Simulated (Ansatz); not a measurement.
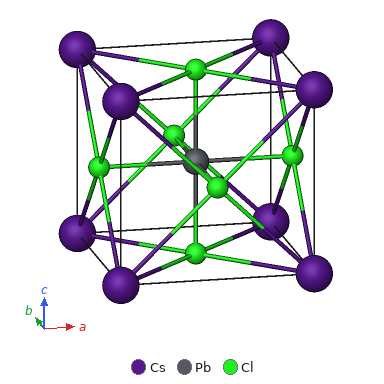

Ball-and-stick drawing of the structure, looking slightly off an axis. The edges of the conventional unit cell are marked.

CsPbCl3, space group P4/mmm (No. 123), a = 5.847 Å, b = 5.847 Å, c = 5.631 Å, α = 90.00°, β = 90.00°, γ = 90.00°. Origin of the cell: a structure type filled with these elements by a generator (whether the compound takes this form wasn't checked). The cell was then strained or its atoms displaced on purpose. A calculation with Ansatz used it as input.

This one geometry was computed with Ansatz (DFT, plane waves, PAW) at three levels of theory: HSE06, r2SCAN and PBE. It was relaxed with r2SCAN and then strained.

**How does the band gap change with the level of theory?**

PBE: a gap of 2.18 eV, direct; r2SCAN: a gap of 2.56 eV, direct; HSE06: a gap of 2.91 eV, direct.

**Collect the results in a table.**

| level | cutoff (eV) | k-mesh of the run's cell | gap (eV) | pressure (GPa) |
| --- | --- | --- | --- | --- |
| HSE06 | 420 | 4×4×4 | 2.91 | -0.7 |
| r2SCAN | 500 | 4×4×4 | 2.56 | -1.0 |
| PBE | 420 | 4×4×4 | 2.18 | -0.3 |

Gaps are taken on the k-mesh or band path of each run.
